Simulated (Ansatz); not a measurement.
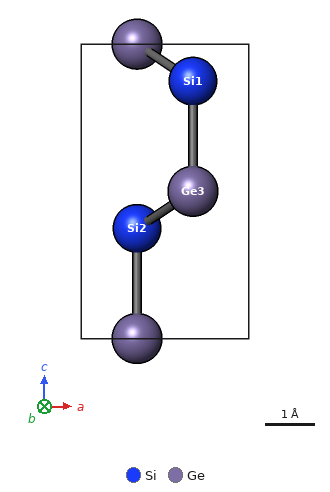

**Figure 1.** The input geometry (ball-and-stick view of the cell of the calculation, along the b axis; atoms are numbered from 1 in the order of the input). An atom can appear more than once, as a periodic image. Near neighbours in the periodic cell (some may lie outside the picture): Si has 4 Ge at 2.28 to 2.44 Å; Ge has 4 Si at 2.28 to 2.44 Å.

## Single-point calculation, with input and output: GeSi

The run: single-point calculation of GeSi (P6₃mc, 4 atoms in the cell). Method and program: DFT PBEsol, scalar-relativistic, plane waves, PAW, no spin polarisation (Ansatz 0.2.0).

The structure derives from a Materials Project entry. It belongs to a series of runs on one base structure; here: ratio of the length along z to the lengths across it x 0.92, volume and fractional coordinates fixed. Figures and captions count atoms from 1; the log counts them from 0 in places.

Input:
```yaml
crystal:
  lattice:
    - [4.0144932713, 0.0, 0.0]
    - [-2.0072466356, 3.4766531563, 0.0]
    - [0.0, 0.0, 6.1019828729]
  atoms:
    - { symbol: Si, position: [0.6666666667, 0.3333333333, 0.874607] }
    - { symbol: Si, position: [0.3333333333, 0.6666666667, 0.374607] }
    - { symbol: Ge, position: [0.6666666667, 0.3333333333, 0.500392] }
    - { symbol: Ge, position: [0.3333333333, 0.6666666667, 0.000392] }
basis:
  ecutwfc: 420
kpoints:
  mp_grid: { grid: [12, 12, 6] }
hamiltonian:
  xc: pbesol
scf:
  occupations: { method: gaussian, width: 0.03 }
output:
  forces: true
  stress: true
  eigenvalues: true
  write_density: true
  write_potential: true
  elf: true
  volumetric_format: npy
```

Hardware: 1 thread of Intel Xeon @ 2.70GHz, 189 GiB of memory available, shared host.

Launched with:
```bash
ansatz run input.yaml --threads 1 --pin off --max-ram 2560MiB --backend cpu --events-out ev --progress --plain --runs-dir out
```

Output:
```
Engine: ansatz 0.2.0, x86_64-unknown-linux-gnu
Pseudopotentials: kind: paw
Pseudopotential: Si, paw, valence charge 4, recommended cutoff 420 eV (normal), Si.paw.azcp
Pseudopotential: Ge, paw, valence charge 14, recommended cutoff 420 eV (normal), Ge.paw.azcp
Functional definition: PBEsol
  exchange = pbesol_x
  correlation = pbesol_c
Crystal: 4 atoms, lattice volume = 85.165 Å³
Basis set: ecut = 420 eV, 1677 PW (Γ), exchange–correlation on 54×54×90 points (8 copies of the dense FFT grid, shifted against one another)
Bands: 22, of which v1, the nominal top of the filled ones, is band 18 counted from 1 (17 counted from 0)
Symmetry: 12 space group operations
Space group: P63mc (ITA 186), of the structure as read, at distance tolerance 4.4e-5 Å
k-points: 76 of 864 (time reversal used)
Non-local potential: Si, projectors of the file, l = 0: 2, l = 1: 2, l = 2: 2
Non-local potential: Ge, projectors of the file, l = 0: 2, l = 1: 2, l = 2: 3, l = 3: 1
PAW form: soft (Blöchl's): semilocal exchange-correlation on the pseudo side does not see the compensation charge
PAW frozen core: Si, regenerated for the run's functional, and the local potential with it (the file was generated under x = pbe(κ = 0.804, μ = 0.2195149727645171), c = pbe(β = 0.06672455060314922))
PAW frozen core: Ge, regenerated for the run's functional, and the local potential with it (the file was generated under x = pbe(κ = 0.804, μ = 0.2195149727645171), c = pbe(β = 0.06672455060314922))
PAW one-centre angular grid: Si, 110 points (default); XC on 64 Gauss nodes
PAW one-centre angular grid: Ge, 590 points (default); XC on 64 Gauss nodes
Initial density: superposition of atomic densities (neutral atoms: chi_scale 0, normalization atom), corrected by the library's trained network
Initial wavefunctions: pseudopotential atomic-orbital guess
Functional: x = pbesol(κ = 0.804, μ = 0.12345679012345678), c = pbesol(β = 0.046)
SCF iter   1: F=—  HF=-9749.602162 eV  |F-HF|=—  |Δ(HF+E_count)|=         —  Δρ=2.23e-3  dr2=5.00e-3  ethr=1.77e-3  ⟨swp⟩=6.2  Hψ=8152  notcnv=0
preconditioner: auto → Resta (q_TF=auto, 2.364 Å⁻¹)  ε∞=5.0  [insulator: Δε(μ)=0.062 eV  Ē_g=8.003 eV  σ=0.030 eV  W_gap=0.80  n_scr=22 (ndim 8)  ℏωp=16.1 eV  f_vac=0.019  D(μ)=0.19/eV (n_scr^D=0)  ε∞_Penn≈5.0]
SCF iter   2: F=—  HF=-9749.599534 eV  |F-HF|=—  |Δ(HF+E_count)|=   2.63e-3  Δρ=1.33e-3  dr2=1.65e-3  ethr=1.39e-5  ⟨swp⟩=2.6  Hψ=3548  notcnv=0
SCF iter   3: F=—  HF=-9749.599259 eV  |F-HF|=—  |Δ(HF+E_count)|=   2.74e-4  Δρ=5.51e-4  dr2=1.14e-4  ethr=4.59e-6  ⟨swp⟩=2.0  Hψ=3040  notcnv=0
SCF iter   4: F=—  HF=-9749.599114 eV  |F-HF|=—  |Δ(HF+E_count)|=   1.45e-4  Δρ=1.90e-4  dr2=3.18e-5  ethr=3.15e-7  ⟨swp⟩=2.1  Hψ=2647  notcnv=0
SCF iter   5: F=—  HF=-9749.599081 eV  |F-HF|=—  |Δ(HF+E_count)|=   3.35e-5  Δρ=6.43e-5  dr2=4.51e-6  ethr=8.83e-8  ⟨swp⟩=2.1  Hψ=2943  notcnv=0
SCF iter   6: F=—  HF=-9749.599081 eV  |F-HF|=—  |Δ(HF+E_count)|=   6.66e-7  Δρ=1.97e-5  dr2=3.21e-7  ethr=1.25e-8  ⟨swp⟩=2.0  Hψ=3040  notcnv=0
SCF iter   7: F=-9749.599082 eV  HF=-9749.599082 eV  |F-HF|=1.29e-8  |Δ(HF+E_count)|=   2.20e-7  Δρ=6.18e-6  dr2=1.84e-8  ethr=2.78e-10  ⟨swp⟩=9.0  Hψ=12683  notcnv=0
SCF 1 converged in 7 iterations: F = -9749.599082 eV  dr2 = 1.84e-8
  greatest PAW one-centre occupation: 0.998 electrons in one spin orbital (limit 2), on the Ge atom at site 3 (counted from 0), in its partial waves of l = 2
```

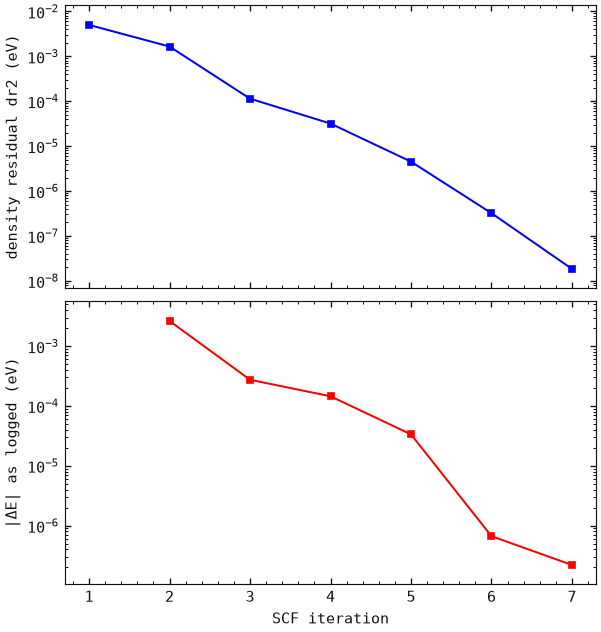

**Figure 2.** Convergence of the self-consistent field: density residual dr2 and size of the energy change against the SCF iteration. The residual falls at every step.

```
SCF converged after 7 iterations
Free energy (F): -9749.599082 eV
Harris-Foulkes:  -9749.599082 eV  (|F-HF|=1.29e-8)
Internal energy: -9749.599003 eV  (E = F + TS)
E sigma→0 (E₀):  -9749.599042 eV
Entropy (-TS):   -0.000079 eV (-0.020 meV/atom)
Fermi energy:    7.545389 eV
--- Per-component energies (eV) ---
  E_band       = -306.476326
  E_kinetic    = 304.087279
  E_local      = -5315.039175  (includes V_loc(G=0)·N_el)
  E_nonlocal   = 893.382804
  E_hartree    = 2333.946378
  E_xc         = -259.487598
  E_vxc        = -223.404950  (∫ρ·V_xc dr)
  E_paw        = -4956.965052  (= ΣΔE_a)
  E_vpaw       = -633.404780  (= ΣTr[D̂ρ^β])
  E_aug_tail   = 0.000590  (compensation charges beyond the density's cutoff)
  E_ewald      = -2751.423223
  E_core_change = 1.898994  (= ΣΔE_core)
  E_smearing   = -0.000079  (= −TS)
  E_closure    = -0.000000  (closes the sum)
  Σ components = -9749.599082   (vs F -9749.599082, Δ=0.00e0)
--- Forces (eV/Å), atoms counted from 1 ---
  atom   1  Si    -0.00000000    -0.00000000     1.06654286
  atom   2  Si    -0.00000000     0.00000000     1.06654286
  atom   3  Ge     0.00000000    -0.00000000    -1.06653918
  atom   4  Ge     0.00000000     0.00000000    -1.06653918
  max |Σ_I F_I| component: 7.36e-6 eV/Å
--- Stress (GPa, compression-positive) ---
       -5.472353      -0.000000       0.000000
       -0.000000      -5.472353       0.000000
        0.000000      -0.000000      13.357509
  P = ⅓ Tr σ = 0.8043 GPa (8.043 kbar)
--- Band table (eV; the first three rows and the last of 76) ---
  k-point 0: bands = ["-16.9627", "-16.9606", "-16.9492", "-16.9492", "-16.9461", "-16.9461", "-16.9271", "-16.9271", "-16.9205", "-16.9205", "-5.0700", "-2.3224", "-0.0698", "5.5937", "5.5937", "7.1735", "7.3072", "7.6652", "7.6652", "9.1550", "9.1702", "9.1702"]
  k-point 1: bands = ["-16.9625", "-16.9607", "-16.9490", "-16.9490", "-16.9464", "-16.9464", "-16.9266", "-16.9266", "-16.9209", "-16.9209", "-4.9690", "-2.7669", "0.5517", "5.6817", "5.6817", "6.4143", "7.2928", "7.3958", "7.3958", "9.4001", "9.4001", "9.4935"]
  k-point 2: bands = ["-16.9621", "-16.9610", "-16.9486", "-16.9486", "-16.9471", "-16.9471", "-16.9253", "-16.9253", "-16.9220", "-16.9220", "-4.6680", "-3.5138", "1.8205", "4.8987", "5.9404", "5.9404", "6.8694", "6.8694", "7.6506", "8.9974", "9.8731", "9.8731"]
  k-point 75: bands = ["-16.9595", "-16.9595", "-16.9456", "-16.9456", "-16.9438", "-16.9438", "-16.9243", "-16.9243", "-16.9239", "-16.9239", "-2.0794", "-2.0794", "-0.1072", "-0.1072", "3.1694", "3.1694", "5.7932", "5.7932", "9.4004", "9.4004", "11.8413", "11.8413"]
```

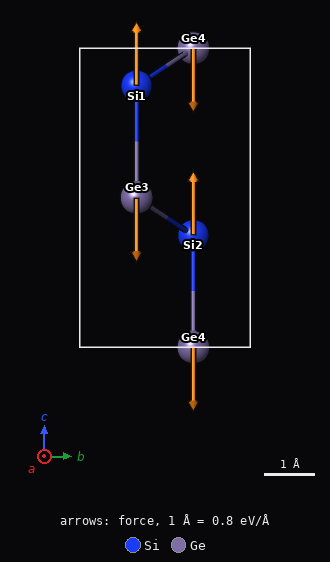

**Figure 3.** Forces on the atoms as orange arrows (ball-and-stick view of the cell of the calculation, along the a axis; atoms are numbered from 1 in the order of the input). The largest act on Si1, Si2 (1.07 eV/Å); Ge3, Ge4 (1.07 eV/Å). The geometry is not a stationary point of this energy.

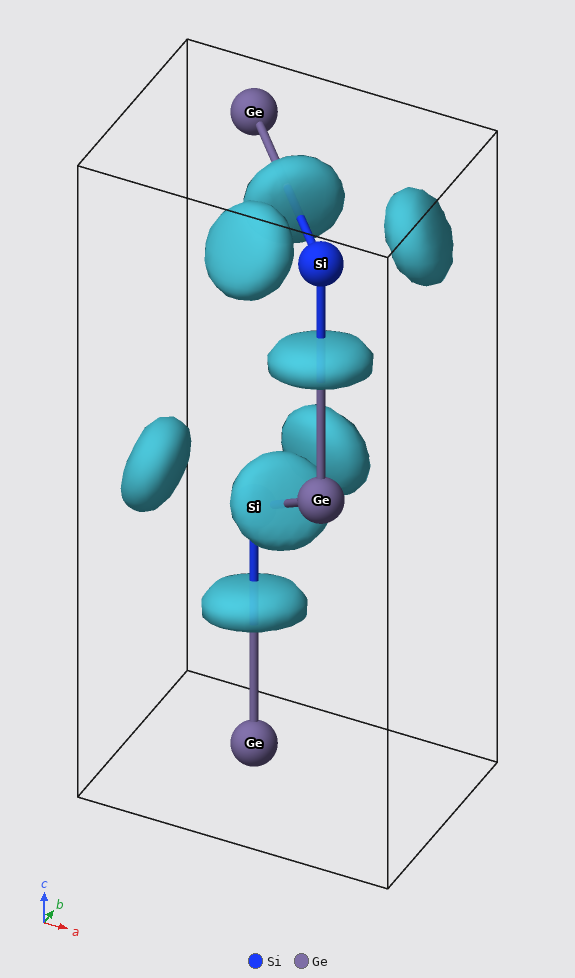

**Figure 4.** Isosurface of the ELF at 0.85 (cyan), seen at an oblique angle. Only the valence region is drawn (cores and ρ < 0.01 e/Å³ removed). Sticks mark near contacts. The outline is the cell set on symmetry axes. Values along the shortest contacts: Si–Ge (2.28 Å): the ELF peaks at about 0.95 between the atoms, which marks localised, shared-pair bonding. In a PAW calculation such maps are meaningful between the atoms, not at the nuclei.

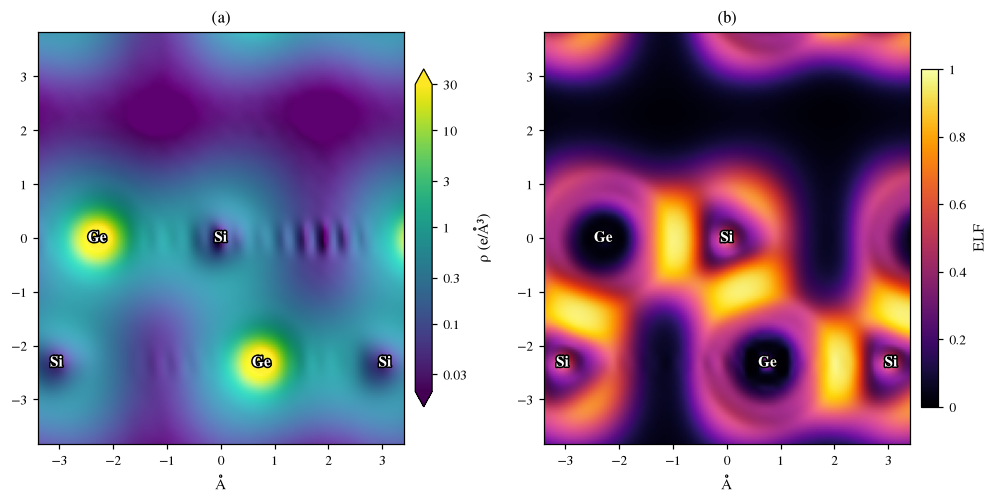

**Figure 5.** (a) valence electron density; (b) electron localisation function on the (110) plane of the conventional cell. The section cuts through Si and Ge sites. Si–Ge (2.28 Å): ρ is about 0.62 e/Å³ halfway; the ELF peaks at about 0.95 between the atoms (a covalent bond). Si–Ge (2.44 Å): the density is about 0.51 e/Å³ at the midpoint; the ELF peaks at about 0.90 between the atoms, which marks a covalent bond. Away from the nuclei the density in this plane falls to 0.01 e/Å³ at its lowest.

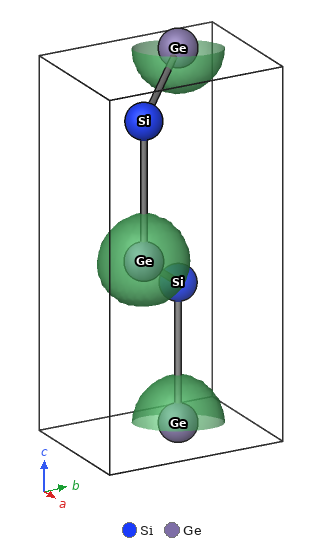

**Figure 6.** Isosurface of the valence pseudo-density at 1 e/Å³ (green), seen slightly off an axis. Sticks mark near contacts. The outline is the cell set on symmetry axes. At this value the density breaks into separate islands; it holds about 55 % of the electrons treated as valence (semicore included). It is pinched off along the Si–Ge (2.28 Å) and Si–Ge (2.44 Å) contacts. On the grid the lowest density along these lines, outside the cores, is 0.57 e/Å³ (Si–Ge, 2.28 Å) and 0.5 e/Å³ (Si–Ge, 2.44 Å).

Summary:

```tsv
quantity	value
outcome	converged
space group (tolerance 0.01 Å)	P6₃mc (186)
electrons treated	36
free energy	−9749.5991 eV
Fermi energy	7.545 eV
gap on the k-point mesh	none (metallic)
pressure	0.80 GPa
largest force (length of the vector)	1.067 eV/Å
wall time	17 s
peak memory	0.42 GiB
```
